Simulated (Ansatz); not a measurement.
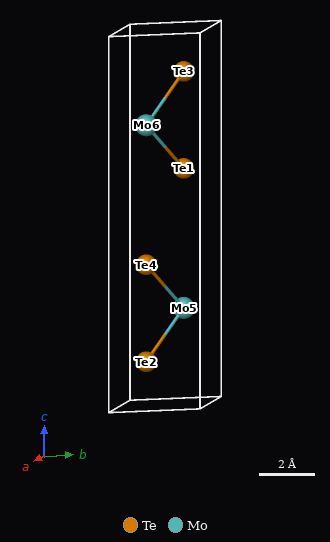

**Figure 1.** The structure (ball-and-stick view of the cell of the calculation, seen slightly off an axis; atoms are numbered from 1 in the order of the input). Near neighbours in the crystal (not all of them lie inside the picture): Te has 3 Mo at 2.72 Å; Mo has 6 Te at 2.72 Å.

## MoTe2: single-point calculation

MoTe2 (6 atoms in the cell), computed with DFT, PBE, dispersion d3bj, plane waves, PAW, no spin polarisation (Ansatz 0.2.0).

The structure derives from an entry of the Crystallography Open Database. Some settings of this run were made unusual or wrong on purpose. Figures and captions count atoms from 1; the log counts them from 0 in places.

**Input**
```yaml
crystal:
  lattice:
    - [3.5182, 0.0, 0.0]
    - [-1.7591, 3.0468505756, 0.0]
    - [0.0, 0.0, 13.9736]
  atoms:
    - { symbol: Te, position: [0.3333333333, 0.6666666667, 0.621] }
    - { symbol: Te, position: [0.6666666667, 0.3333333333, 0.121] }
    - { symbol: Te, position: [0.3333333333, 0.6666666667, 0.879] }
    - { symbol: Te, position: [0.6666666667, 0.3333333333, 0.379] }
    - { symbol: Mo, position: [0.3333333333, 0.6666666667, 0.25] }
    - { symbol: Mo, position: [0.6666666667, 0.3333333333, 0.75] }
basis:
  ecutwfc: 420
kpoints:
  mp_grid: { grid: [12, 11, 3] }
hamiltonian:
  xc: pbe
  dispersion: d3bj
scf:
  occupations: { method: gaussian, width: 0.02 }
  max_iter: 50
output:
  forces: true
  eigenvalues: true
  stress: true
```

Run as:
```bash
ansatz run input.yaml --threads 2 --pin off --max-ram 5120MiB --backend cpu --events-out ev --progress --plain --runs-dir out
```

**Log**
```
Warning: crystal.symmetry: narrowed to the stabiliser of the k-point mesh — unitary ops 24 → 4; excluded 20 operations that carry a point of the 12×11×3 mesh (shift [0, 0, 0]) off the mesh (the run samples exactly the mesh kpoints.mp_grid names, as under crystal.symmetry.detect: false, and its converged state has the mesh's symmetry, not the crystal's; ε∞, the Born charges and the force constants of a linear response (`dielectric:` by the response, `phonons.method: dfpt`) are averaged over those of the crystal's operations that the state keeps within a tolerance, where `mesh_tensors`, `unaveraged_element` or `gamma_mean_max_change_ev_ang2` stands beside them; a row that `dielectric.field_direction` solves alone is averaged likewise, with nothing beside; a Γ-centred mesh of equal divisions is mapped onto itself by every operation and keeps the whole group, as does a half-shifted one under kpoints.further_shifts: images)
Engine: ansatz 0.2.0, aarch64-unknown-linux-gnu
Pseudopotentials: kind: paw
Pseudopotential: Te, paw, valence charge 16, recommended cutoff 420 eV (normal), Te.paw.azcp
Pseudopotential: Mo, paw, valence charge 14, recommended cutoff 420 eV (normal), Mo.paw.azcp
Functional definition: PBE
  parameter kappa = 0.804
  parameter beta = 0.06672455060314922
  exchange = pbe_x(kappa = kappa, mu = beta*pi^2/3)
  correlation = pbe_c(beta = beta)
Crystal: 6 atoms, lattice volume = 149.789 Å³
Basis set: ecut = 420 eV, 2909 PW (Γ), exchange–correlation on 48×48×192 points (8 copies of the dense FFT grid, shifted against one another)
Bands: 56, of which v1, the nominal top of the filled ones, is band 46 counted from 1 (45 counted from 0)
Symmetry: 4 space group operations
k-points: 134 of 396
Non-local potential: Te, projectors of the file, l = 0: 2, l = 1: 2, l = 2: 2, l = 3: 2
Non-local potential: Mo, projectors of the file, l = 0: 3, l = 1: 2, l = 2: 2, l = 3: 1
PAW form: soft (Blöchl's): semilocal exchange-correlation on the pseudo side does not see the compensation charge
PAW one-centre angular grid: Te, 590 points (default); XC on 64 Gauss nodes
PAW one-centre angular grid: Mo, 590 points (default); XC on 64 Gauss nodes
Initial density: superposition of atomic densities (neutral atoms: chi_scale 0, normalization atom), corrected by the library's trained network
Initial wavefunctions: pseudopotential atomic-orbital guess
Functional: x = pbe(κ = 0.804, μ = 0.2195149727645171), c = pbe(β = 0.06672455060314922)
SCF iter   1: F=—  HF=-37836.602906 eV  |F-HF|=—  |Δ(HF+E_count)|=         —  Δρ=4.19e-3  dr2=8.77e-3  ethr=1.77e-3  ⟨swp⟩=7.6  Hψ=29232  notcnv=0  defer=8
preconditioner: auto → Resta (q_TF=auto, 2.515 Å⁻¹)  ε∞=6.9  [insulator: Δε(μ)=0.746 eV  Ē_g=7.480 eV  σ=0.020 eV  W_gap=1.00  n_scr=52 (ndim 8)  ℏωp=18.2 eV  f_vac=0.021  D(μ)=0.00/eV (n_scr^D=0)  ε∞_Penn≈6.9]
SCF iter   2: F=—  HF=-37836.611118 eV  |F-HF|=—  |Δ(HF+E_count)|=   8.21e-3  Δρ=2.47e-3  dr2=3.04e-3  ethr=9.53e-6  ⟨swp⟩=2.0  Hψ=12090  notcnv=0  defer=375
SCF iter   3: F=—  HF=-37836.615234 eV  |F-HF|=—  |Δ(HF+E_count)|=   4.12e-3  Δρ=1.01e-3  dr2=2.78e-3  ethr=3.31e-6  ⟨swp⟩=2.0  Hψ=10176  notcnv=0  defer=241
automatic band count: iteration 3 solves 55 bands in place of 56: the levels show a gap, and the empty bands left out lie too high to hold charge; the band table lists the bands solved (type scf.n_extra_bands for more)
SCF iter   4: F=—  HF=-37836.615390 eV  |F-HF|=—  |Δ(HF+E_count)|=   1.56e-4  Δρ=1.25e-4  dr2=1.94e-5  ethr=3.02e-6  ⟨swp⟩=2.0  Hψ=8474  notcnv=0  defer=241
SCF iter   5: F=—  HF=-37836.615473 eV  |F-HF|=—  |Δ(HF+E_count)|=   8.30e-5  Δρ=5.28e-5  dr2=4.60e-6  ethr=2.11e-8  ⟨swp⟩=2.3  Hψ=11238  notcnv=0  defer=241
SCF iter   6: F=—  HF=-37836.615483 eV  |F-HF|=—  |Δ(HF+E_count)|=   1.01e-5  Δρ=1.31e-5  dr2=3.25e-7  ethr=5.00e-9  ⟨swp⟩=2.0  Hψ=9533  notcnv=0  defer=241
SCF iter   7: F=-37836.615483 eV  HF=-37836.615483 eV  |F-HF|=1.69e-8  |Δ(HF+E_count)|=   3.74e-7  Δρ=4.28e-6  dr2=3.54e-8  ethr=1.09e-10  ⟨swp⟩=10.4  Hψ=28974  notcnv=0
SCF 1 converged in 7 iterations: F = -37836.615483 eV  dr2 = 3.54e-8
  greatest PAW one-centre occupation: 0.998 electrons in one spin orbital (limit 2), on the Mo atom at site 5 (counted from 0), in its partial waves of l = 0
SCF converged after 7 iterations
Free energy (F): -37836.615483 eV
Harris-Foulkes:  -37836.615483 eV  (|F-HF|=1.69e-8)
Internal energy: -37836.615483 eV  (E = F + TS)
E sigma→0 (E₀):  -37836.615483 eV
Fermi energy:    12.847369 eV
--- Per-component energies (eV) ---
  E_band       = -1144.070131
  E_kinetic    = 1609.776815
  E_local      = -7394.311736  (includes V_loc(G=0)·N_el)
  E_nonlocal   = -952.599399
  E_hartree    = 4140.454156
  E_xc         = -866.128587
  E_vxc        = -877.431540  (∫ρ·V_xc dr)
  E_paw        = -25053.964081  (= ΣΔE_a)
  E_vpaw       = -1810.417261  (= ΣTr[D̂ρ^β])
  E_aug_tail   = -0.000600  (compensation charges beyond the density's cutoff)
  E_ewald      = -9316.621616
  E_disp       = -3.220435  (pairwise vdW)
  E_smearing   = -0.000000  (= −TS)
  E_closure    = 0.000000  (closes the sum)
  Σ components = -37836.615483   (vs F -37836.615483, Δ=0.00e0)
--- Forces (eV/Å), atoms counted from 1 ---
  atom   1  Te    -0.00000278    -0.00000120    -0.16684305
  atom   2  Te     0.00000278     0.00000120    -0.16684305
  atom   3  Te    -0.00000278    -0.00000120     0.16684305
  atom   4  Te     0.00000278     0.00000120     0.16684305
  atom   5  Mo    -0.00000915    -0.00000553     0.00000000
  atom   6  Mo     0.00000915     0.00000553     0.00000000
  max |Σ_I F_I| component: 1.69e-21 eV/Å
--- Stress (GPa, compression-positive) ---
       -0.754464       0.000150       0.000000
        0.000150      -0.754810       0.000000
        0.000000       0.000000      -0.084818
  P = ⅓ Tr σ = -0.5314 GPa (-5.314 kbar)
--- Band table (eV; the first three rows and the last of 134) ---
  k-point 0: bands = ["-48.3362", "-48.3362", "-24.2336", "-24.2336", "-24.2333", "-24.2333", "-24.2221", "-24.2221", "-24.2218", "-24.2218", "-24.1682", "-24.1682", "-24.1667", "-24.1667", "-24.1573", "-24.1573", "-24.1559", "-24.1559", "-24.1469", "-24.1454", "-24.1378", "-24.1364", "-22.5000", "-22.4999", "-22.3527", "-22.3527", "-22.3527", "-22.3527", "-0.5627", "-0.2393", "0.2913", "0.7976", "6.5872", "7.8886", "9.3690", "10.6479", "10.6479", "10.6636", "10.6636", "11.4269", "11.4283", "11.4283", "11.4637", "11.4637", "12.1534", "12.4779", "15.3792", "15.3792", "15.5120", "15.5120", "15.6034", "15.6034", "15.8585", "15.8585", "18.1888"]
  k-point 1: bands = ["-48.3362", "-48.3362", "-24.2335", "-24.2335", "-24.2334", "-24.2334", "-24.2220", "-24.2220", "-24.2219", "-24.2219", "-24.1678", "-24.1678", "-24.1671", "-24.1671", "-24.1570", "-24.1570", "-24.1563", "-24.1563", "-24.1466", "-24.1459", "-24.1374", "-24.1367", "-22.5000", "-22.5000", "-22.3527", "-22.3527", "-22.3527", "-22.3527", "-0.5058", "-0.3563", "0.4516", "0.6924", "6.8203", "7.4143", "9.9713", "10.6517", "10.6517", "10.6595", "10.6595", "10.9054", "11.4372", "11.4372", "11.4549", "11.4549", "12.3187", "12.4446", "15.3954", "15.3954", "15.4480", "15.4480", "15.6976", "15.6976", "15.8113", "15.8113", "18.3824"]
  k-point 2: bands = ["-48.3354", "-48.3354", "-24.2328", "-24.2324", "-24.2317", "-24.2314", "-24.2234", "-24.2231", "-24.2204", "-24.2202", "-24.1689", "-24.1685", "-24.1673", "-24.1672", "-24.1596", "-24.1582", "-24.1575", "-24.1561", "-24.1460", "-24.1448", "-24.1369", "-24.1355", "-22.4944", "-22.4943", "-22.3640", "-22.3640", "-22.3548", "-22.3548", "-0.4457", "-0.1241", "0.3779", "0.8732", "6.7171", "8.0116", "9.3083", "10.3847", "10.4133", "10.7397", "10.7630", "11.0047", "11.2705", "11.3147", "11.4336", "11.4586", "12.3560", "12.3568", "14.9763", "15.0683", "15.0949", "15.2120", "15.3298", "15.4344", "15.6332", "15.6477", "18.6879"]
  k-point 133: bands = ["-48.3269", "-48.3269", "-24.2438", "-24.2435", "-24.2221", "-24.2219", "-24.2106", "-24.2105", "-24.2016", "-24.2015", "-24.1790", "-24.1785", "-24.1768", "-24.1760", "-24.1705", "-24.1702", "-24.1592", "-24.1582", "-24.1383", "-24.1382", "-24.1252", "-24.1248", "-22.4919", "-22.4919", "-22.4306", "-22.4306", "-22.3804", "-22.3803", "1.5875", "1.6537", "1.9000", "1.9677", "6.7627", "6.9060", "7.5867", "7.6248", "8.7759", "9.1187", "9.9437", "9.9744", "10.5257", "10.6247", "11.3316", "11.3890", "11.9593", "12.0875", "13.7751", "13.7879", "14.0241", "14.1953", "15.3212", "15.6254", "15.8742", "15.9857", "16.4845"]
```

**What the run reported**

```json
{"quantity": "outcome", "value": "converged"}
{"quantity": "space group (tolerance 0.01 Å)", "value": "P6₃/mmc (194)"}
{"quantity": "electrons treated", "value": "92"}
{"quantity": "free energy", "value": "−37836.6155 eV"}
{"quantity": "Fermi energy", "value": "12.847 eV"}
{"quantity": "gap on the k-point mesh", "value": "0.74 eV"}
{"quantity": "pressure", "value": "−0.53 GPa"}
{"quantity": "largest force (length of the vector)", "value": "0.167 eV/Å"}
{"quantity": "hardware", "value": "2 threads of Arm Neoverse V1, 24 GiB of memory available, shared host"}
{"quantity": "wall time", "value": "27 s (CPU time 54 s)"}
{"quantity": "peak memory", "value": "0.92 GiB"}
```

**Remarks**

A setting was made wrong on purpose: a mesh that breaks the symmetry (`kpoints.mp_grid.grid`). It did no harm here: the run converged to the energy of the sound run within 1 meV per atom. Warnings of the run: the k-point mesh lowers the symmetry that the run can use.
